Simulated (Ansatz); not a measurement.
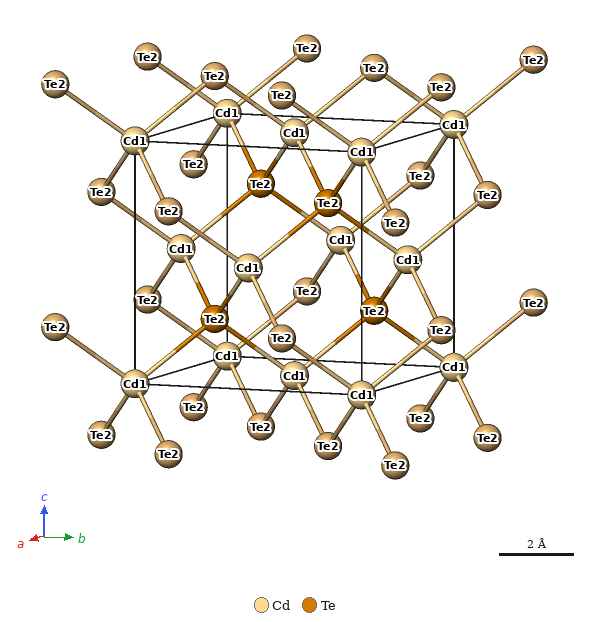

Fig. 1: The input geometry of the first run (ball-and-stick view of the cell 4 times as large as that of the calculation, set on its symmetry axes, seen slightly off an axis; neighbours outside the cell are drawn fainter; atoms are numbered from 1 in the order of the input).

## CdTe: one change and its effect

System: CdTe (2 atoms in the cell).
Method of the first run: DFT PBE0, scalar-relativistic, plane waves, PAW, no spin polarisation (Ansatz 0.2.0).

The structure derives from an entry of the Crystallography Open Database. Text and figures count atoms from 1; the logs count them from 0 in places.

The input, the first run:
```yaml
crystal:
  lattice:
    - [0.0, 3.3086866431, 3.3086866431]
    - [3.3086866431, 0.0, 3.3086866431]
    - [3.3086866431, 3.3086866431, 0.0]
  atoms:
    - { symbol: Cd, position: [0.0, 0.0, 0.0] }
    - { symbol: Te, position: [0.25, 0.25, 0.25] }
basis:
  ecutwfc: 420
kpoints:
  mp_grid: { grid: [6, 6, 6] }
  band_path:
    path:
      - [[0.0, 0.0, 0.0], [-0.5, -0.5, 0.0], [-0.375, -0.375, 0.25]]
      - [[-0.375, 0.0, 0.375], [0.0, 0.0, 0.0], [0.0, 0.0, 0.5], [-0.5, -0.25, 0.25], [-0.5, -0.5, 0.0]]
    npoints: 4
hamiltonian:
  xc: pbe0
scf:
  occupations: { method: gaussian, width: 0.02 }
output:
  forces: true
  stress: true
  eigenvalues: true
  populations: true
  dos: { projected: true, de: 0.02 }
  bader: false
```

Command:
```bash
ansatz run input.yaml --threads 2 --pin off --max-ram 5120MiB --backend cpu --events-out ev --progress --plain --runs-dir out
```

Hardware: 2 threads of Intel Xeon @ 2.50GHz (Skylake/Cascade Lake), 192 GiB of memory available, shared host.

Output, shortened to warnings, some set-up lines, iterations and results (the first run):
```
Warning: output.stress: scf.convergence.dr2_threshold = 1e-7 eV (the SCF's general default) is looser than the 2e-10 eV advised for a printed stress (1e-10 eV for each atom of the cell: 2). What an SCF threshold leaves in a stress goes as its square root, and in the free energy as the threshold itself, and one threshold admits the most on a small cell: of the crystals measured, under no hybrid …
Warning: output.stress: scf.exx.energy_threshold = 1e-6 eV is looser than the 2e-8 eV advised for a stress under a hybrid functional (1e-8 eV for each atom of the cell: 2). Every SCF of the exchange loop can meet its threshold on dr2 while the loop round them stops early: no threshold on dr2 bounds what that leaves in the stress. Set scf.exx.energy_threshold to 2e-8 eV or tighter. The threshold …
Basis set: ecut = 420 eV, 1411 PW (Γ), exchange–correlation on 64×64×64 points (8 copies of the dense FFT grid, shifted against one another)
Symmetry: 24 space group operations
k-points: 16 of 216 (time reversal used)
Initial density: superposition of atomic densities (neutral atoms: chi_scale 0, normalization atom), corrected by the library's trained network
[...]
SCF iter   1: F=—  HF=-15235.334219 eV  |F-HF|=—  |Δ(HF+E_count)|=         —  Δρ=1.57e-3  dr2=3.76e-3  ethr=1.77e-3  ⟨swp⟩=8.6  Hψ=1510  notcnv=0
SCF iter   2: F=—  HF=-15235.333690 eV  |F-HF|=—  |Δ(HF+E_count)|=   5.29e-4  Δρ=3.58e-4  dr2=1.01e-4  ethr=2.67e-7  ⟨swp⟩=3.3  Hψ=1762  notcnv=0
SCF iter   3: F=-15235.333804 eV  HF=-15235.333765 eV  |F-HF|=3.90e-5  |Δ(HF+E_count)|=   7.54e-5  Δρ=1.57e-4  dr2=2.15e-5  ethr=2.67e-7  ⟨swp⟩=3.0  Hψ=893  notcnv=0
SCF 1 stopped early in 3 iterations: F = -15235.333804 eV  dr2 = 2.15e-5
SCF iter   1: F=—  HF=-15242.117751 eV  |F-HF|=—  |Δ(HF+E_count)|=         —  Δρ=5.09e-3  dr2=1.33e-2  ethr=5.96e-7  ⟨swp⟩=8.2  Hψ=1705  notcnv=0
[... 6 lines ...]
SCF iter   1: F=—  HF=-15242.126737 eV  |F-HF|=—  |Δ(HF+E_count)|=         —  Δρ=5.78e-5  dr2=2.26e-6  ethr=1.19e-6  ⟨swp⟩=4.3  Hψ=788  notcnv=0
SCF iter   2: F=—  HF=-15242.126737 eV  |F-HF|=—  |Δ(HF+E_count)|=   2.34e-7  Δρ=2.12e-5  dr2=3.87e-7  ethr=5.72e-9  ⟨swp⟩=3.8  Hψ=961  notcnv=0
SCF iter   3: F=—  HF=-15242.126738 eV  |F-HF|=—  |Δ(HF+E_count)|=   5.34e-7  Δρ=8.45e-6  dr2=8.24e-8  ethr=6.89e-10  ⟨swp⟩=4.2  Hψ=872  notcnv=0  defer=1
SCF iter   4: F=-15242.126738 eV  HF=-15242.126738 eV  |F-HF|=8.20e-10  |Δ(HF+E_count)|=   2.00e-8  Δρ=2.62e-6  dr2=5.13e-9  ethr=1.59e-10  ⟨swp⟩=3.0  Hψ=771  notcnv=0
SCF 3 converged in 4 iterations: F = -15242.126738 eV  dr2 = 5.13e-9
  Residual-converged pass: ⟨swp⟩=3.0  Hψ=857  notcnv=0  max |occ|·‖R‖ = 2.2e-6 eV (tolerance 2.4e-6 eV)  dr2=5.20e-9  dr2_onsite=3.93e-10  max |Δocc| = 0.0e0
hybrid outer 2: dexx = +9.702e-7 eV, tail = 4.74e-8 eV, Δε = 2.80e-3 eV (about 1.09e-4 eV left of the loop's levels)
NSCF: frozen V_eff on 26 k-points
hybrid SCF converged: 2 outer / 10 inner (+3 warm-up), last move |dexx| = 9.70e-7 eV, tail = 4.74e-8 eV
Stability not checked: this state was not tested for a lower state beside it, because the functional holds exact exchange (a hybrid, or Hartree-Fock), whose exchange loop this test does not read (fock_operator; see scf.lower_state_search)
Free energy (F): -15242.126738 eV
Frozen-core exchange: fock
Harris-Foulkes:  -15242.126738 eV  (|F-HF|=8.20e-10)
Internal energy: -15242.126738 eV  (E = F + TS)
E sigma→0 (E₀):  -15242.126738 eV
Fermi energy:    6.807547 eV
--- Per-component energies (eV) ---
  E_band       = -919.809002
  E_kinetic    = 685.174259
  E_local      = -5556.939580  (includes V_loc(G=0)·N_el)
  E_nonlocal   = -276.975037
  E_hartree    = 2792.790346
  E_xc         = -231.331593
  E_vxc        = -250.347823  (∫ρ·V_xc dr)
  E_exx        = -148.311281  (= α·E_x^exact, valence–valence)
  E_paw        = -8674.942145  (= ΣΔE_a)
  E_vpaw       = -809.681870  (= ΣTr[D̂ρ^β])
  E_aug_tail   = -0.000161  (compensation charges beyond the density's cutoff)
  E_ewald      = -3830.812663
  E_core_change = -0.778877  (= ΣΔE_core)
  E_smearing   = -0.000000  (= −TS)
  E_closure    = -0.000005  (closes the sum)
  Σ components = -15242.126738   (vs F -15242.126738, Δ=1.82e-12)
--- Forces (eV/Å), atoms counted from 1 ---
  atom   1  Cd     0.00000000    -0.00000000     0.00000000
  atom   2  Te    -0.00000000     0.00000000    -0.00000000
  max |Σ_I F_I| component: 1.41e-16 eV/Å
--- Stress (GPa, compression-positive) ---
       -1.036087       0.000000      -0.000000
       -0.000000      -1.036087       0.000000
       -0.000000       0.000000      -1.036087
  P = ⅓ Tr σ = -1.0361 GPa (-10.361 kbar)
--- Löwdin populations: 2 sites ---
  site symbol       q [e]
     0     Cd     18.8160
     1     Te     16.9833
  spilling = 0.005575 (of n_electrons = 36.000000)
```

The input of the second run differs as follows (lines with − go, lines with + come):
```diff
-  xc: pbe0
+  xc: hse06
```

Predict how the results change.

The total energies belong to different methods, so their difference says nothing on which is more stable or more accurate. The gap on the mesh goes from 2.01 to 1.42 eV. The functional changes from PBE0 to HSE06. The SCF takes 14 iterations against 13.

Output, shortened to warnings, some set-up lines, iterations and results (the second run):
```
Warning: output.stress: scf.convergence.dr2_threshold = 1e-7 eV (the SCF's general default) is looser than the 2e-10 eV advised for a printed stress (1e-10 eV for each atom of the cell: 2). What an SCF threshold leaves in a stress goes as its square root, and in the free energy as the threshold itself, and one threshold admits the most on a small cell: of the crystals measured, under no hybrid …
Warning: output.stress: scf.exx.energy_threshold = 1e-6 eV is looser than the 2e-8 eV advised for a stress under a hybrid functional (1e-8 eV for each atom of the cell: 2). Every SCF of the exchange loop can meet its threshold on dr2 while the loop round them stops early: no threshold on dr2 bounds what that leaves in the stress. Set scf.exx.energy_threshold to 2e-8 eV or tighter. The threshold …
Basis set: ecut = 420 eV, 1411 PW (Γ), exchange–correlation on 64×64×64 points (8 copies of the dense FFT grid, shifted against one another)
Symmetry: 24 space group operations
k-points: 16 of 216 (time reversal used)
Initial density: superposition of atomic densities (neutral atoms: chi_scale 0, normalization atom), corrected by the library's trained network
[...]
SCF iter   1: F=—  HF=-15235.334355 eV  |F-HF|=—  |Δ(HF+E_count)|=         —  Δρ=1.57e-3  dr2=3.77e-3  ethr=1.77e-3  ⟨swp⟩=8.6  Hψ=1510  notcnv=0
SCF iter   2: F=—  HF=-15235.333826 eV  |F-HF|=—  |Δ(HF+E_count)|=   5.29e-4  Δρ=3.60e-4  dr2=1.03e-4  ethr=2.72e-7  ⟨swp⟩=3.2  Hψ=1759  notcnv=0
SCF iter   3: F=-15235.333938 eV  HF=-15235.333899 eV  |F-HF|=3.84e-5  |Δ(HF+E_count)|=   7.37e-5  Δρ=1.58e-4  dr2=2.17e-5  ethr=2.72e-7  ⟨swp⟩=3.1  Hψ=894  notcnv=0
SCF 1 stopped early in 3 iterations: F = -15235.333938 eV  dr2 = 2.17e-5
SCF iter   1: F=—  HF=-15243.627921 eV  |F-HF|=—  |Δ(HF+E_count)|=         —  Δρ=5.59e-3  dr2=1.73e-2  ethr=6.03e-7  ⟨swp⟩=8.0  Hψ=1669  notcnv=0
[... 7 lines ...]
SCF iter   2: F=—  HF=-15243.631627 eV  |F-HF|=—  |Δ(HF+E_count)|=   6.10e-8  Δρ=1.81e-5  dr2=1.87e-7  ethr=2.84e-9  ⟨swp⟩=3.9  Hψ=974  notcnv=0
SCF iter   3: F=—  HF=-15243.631627 eV  |F-HF|=—  |Δ(HF+E_count)|=   4.29e-8  Δρ=4.53e-6  dr2=3.25e-8  ethr=3.95e-10  ⟨swp⟩=3.1  Hψ=805  notcnv=0
SCF iter   4: F=—  HF=-15243.631627 eV  |F-HF|=—  |Δ(HF+E_count)|=   1.91e-7  Δρ=2.98e-6  dr2=1.35e-8  ethr=1.36e-11  ⟨swp⟩=4.3  Hψ=1207  notcnv=0  defer=2
SCF iter   5: F=-15243.631627 eV  HF=-15243.631627 eV  |F-HF|=2.73e-11  |Δ(HF+E_count)|=   5.30e-9  Δρ=4.41e-7  dr2=2.67e-10  ethr=1.36e-11  ⟨swp⟩=4.0  Hψ=851  notcnv=0
SCF 3 converged in 5 iterations: F = -15243.631627 eV  dr2 = 2.67e-10
  Residual-converged pass: ⟨swp⟩=2.3  Hψ=607  notcnv=0  max |occ|·‖R‖ = 2.4e-6 eV (tolerance 2.4e-6 eV)  dr2=2.67e-10  dr2_onsite=2.78e-11  max |Δocc| = 0.0e0
hybrid outer 2: dexx = +3.625e-7 eV, tail = 2.40e-8 eV, Δε = 2.40e-3 eV (about 7.61e-5 eV left of the loop's levels)
NSCF: frozen V_eff on 26 k-points
hybrid SCF converged: 2 outer / 11 inner (+3 warm-up), last move |dexx| = 3.63e-7 eV, tail = 2.40e-8 eV
Stability not checked: this state was not tested for a lower state beside it, because the functional holds exact exchange (a hybrid, or Hartree-Fock), whose exchange loop this test does not read (fock_operator; see scf.lower_state_search)
Free energy (F): -15243.631628 eV
Frozen-core exchange: fock
Harris-Foulkes:  -15243.631628 eV  (|F-HF|=2.73e-11)
Internal energy: -15243.631628 eV  (E = F + TS)
E sigma→0 (E₀):  -15243.631628 eV
Fermi energy:    6.840010 eV
--- Per-component energies (eV) ---
  E_band       = -904.829446
  E_kinetic    = 685.163805
  E_local      = -5557.310384  (includes V_loc(G=0)·N_el)
  E_nonlocal   = -277.192227
  E_hartree    = 2793.443116
  E_xc         = -240.617835
  E_vxc        = -258.473357  (∫ρ·V_xc dr)
  E_exx        = -133.377415  (= α·E_x^exact, valence–valence)
  E_paw        = -8682.145148  (= ΣΔE_a)
  E_vpaw       = -817.150432  (= ΣTr[D̂ρ^β])
  E_aug_tail   = -0.000162  (compensation charges beyond the density's cutoff)
  E_ewald      = -3830.812663
  E_core_change = -0.782715  (= ΣΔE_core)
  E_smearing   = -0.000000  (= −TS)
  E_closure    = -0.000000  (closes the sum)
  Σ components = -15243.631628   (vs F -15243.631628, Δ=0.00e0)
--- Forces (eV/Å), atoms counted from 1 ---
  atom   1  Cd     0.00000000    -0.00000000     0.00000000
  atom   2  Te    -0.00000000     0.00000000     0.00000000
  max |Σ_I F_I| component: 1.39e-16 eV/Å
--- Stress (GPa, compression-positive) ---
       -0.916769       0.000000      -0.000000
       -0.000000      -0.916769       0.000000
       -0.000000       0.000000      -0.916769
  P = ⅓ Tr σ = -0.9168 GPa (-9.168 kbar)
--- Löwdin populations: 2 sites ---
  site symbol       q [e]
     0     Cd     18.8196
     1     Te     16.9806
  spilling = 0.005550 (of n_electrons = 36.000000)
```

The two runs side by side:

```tsv
quantity	the first run	the second run
outcome	converged	converged
free energy per atom (eV)	−7621.0634	−7621.8158
gap on the mesh (eV)	2.01	1.42
pressure (GPa)	−1.04	−0.92
largest force (eV/Å)	0.000	0.000
SCF iterations	13	14
irreducible k-points	16	16
plane waves at Γ	1411	1411
wall time (shared host)	8.3 min	8.4 min
```

For both runs: Warnings: the exchange loop's threshold is looser than advised for the stress; the SCF threshold is looser than advised for the printed stress.
